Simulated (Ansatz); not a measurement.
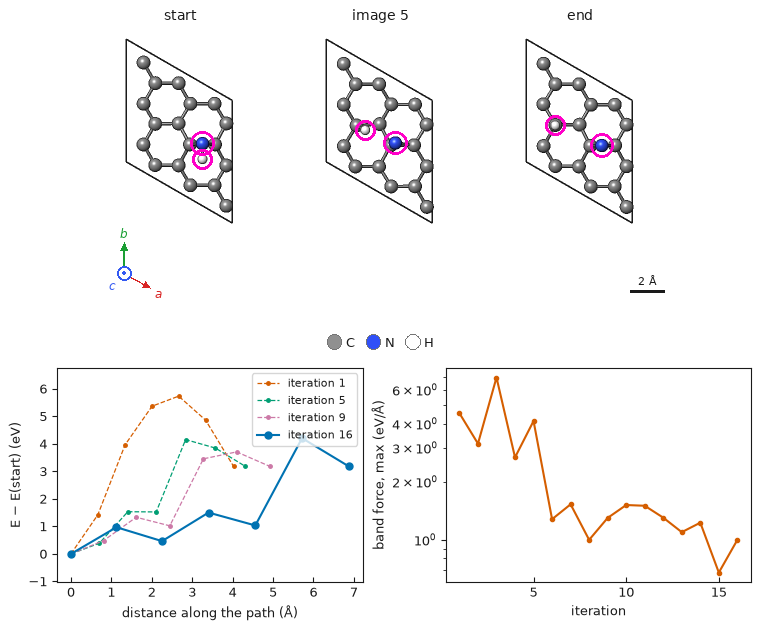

A search for the minimum-energy path of NH on graphene monolayer (20 atoms in the cell) by the nudged elastic band. Images are numbered from 0 (start) to 6 (end). The plot follows the band through its iterations. The picture is a ball-and-stick view of the simulation cell, with the vacuum cut short (origin moved), seen along the c axis. The atoms that move most are ringed. Bonds to atoms that aren't drawn are left out.

Theory: DFT r2SCAN-D3(BJ), scalar-relativistic, plane waves, PAW in Ansatz. Set-up: plane-wave cutoff 500 eV; k-point mesh 2 × 2 × 1; Gaussian smearing 0.05 eV; 5 movable images; climbing image; force threshold 0.05 eV/Å; iteration limit 16; spring constant 10.0 eV/Å²; starting path by image-dependent pair potential.

Judge this run.

The result isn't final. The band hadn't converged when the run stopped after 16 iterations. The largest component of the band force went from 4.5 to 1 eV/Å. The barrier read from it is provisional: over the last two iterations the highest image moved from 4.00 eV to 4.21 eV. The first iteration put the highest image at 5.73 eV. The highest point, image 5, lies 4.21 eV above the start and 1.03 eV above the end; the end is at +3.18 eV relative to the start. The profile has 3 maxima (images 1, 3, 5) with a dip at image 2, 4 (+0.46 eV, +1.03 eV), which on an unconverged band is provisional.

Limits of the set-up: the periodic images lie only 7.4 Å apart, so the values are limited by the cell's size.

Cost: 55 min on 2 threads of Arm Neoverse V1, on a shared host, peak memory 3.4 GiB.

PAW datasets: the set soft_1.
